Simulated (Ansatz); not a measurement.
System: Cd.

```
Cd
1.0
     3.63864    0.00000    0.00000
     0.00000    3.63864    0.00000
     0.00000    0.00000    3.63864
Cd
2
Cartesian
  0.0000 0.0000 0.0000
  1.8193 1.8193 1.8193
```

Space group Im-3m; a structure from a database of computed crystals, not necessarily the ambient phase.

All numbers below come from Kohn-Sham DFT of a periodic cell, PBE, Ansatz PAW in Ansatz 0.2.0.

Question: What will maps of the valence pseudo-density and electron localisation function show?

Answer: Cd–Cd (3.15 Å): the density is about 0.14 e/Å³ at the midpoint; the ELF is about 0.20 at the midpoint (no localised pair shows between them).

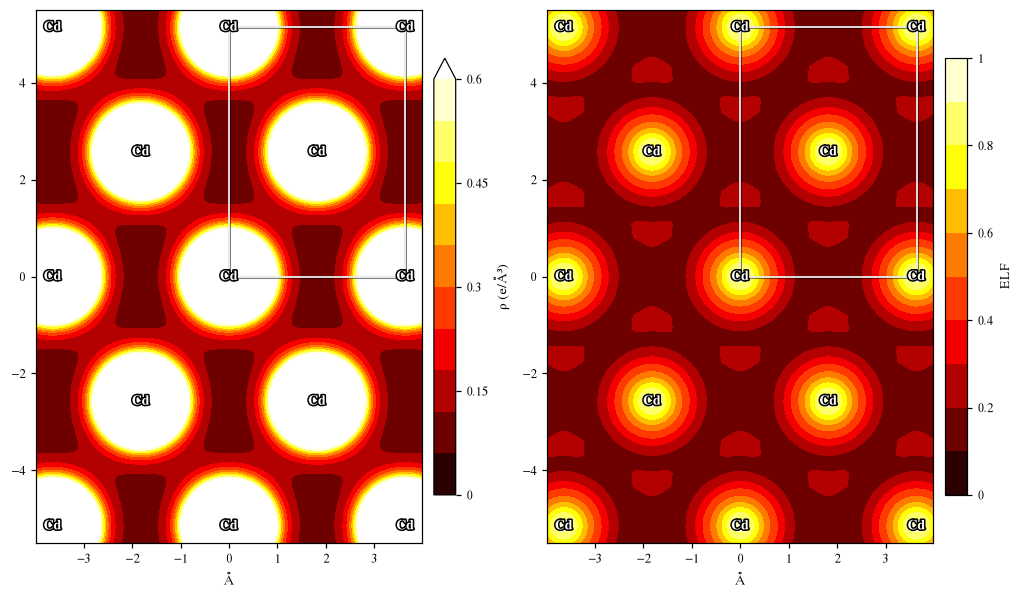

Computed valence pseudo-density and electron localisation function on the (101) plane of the conventional cell, in this order. 

The density is the valence pseudo-density of a PAW calculation; it isn't the true density close to the nuclei.
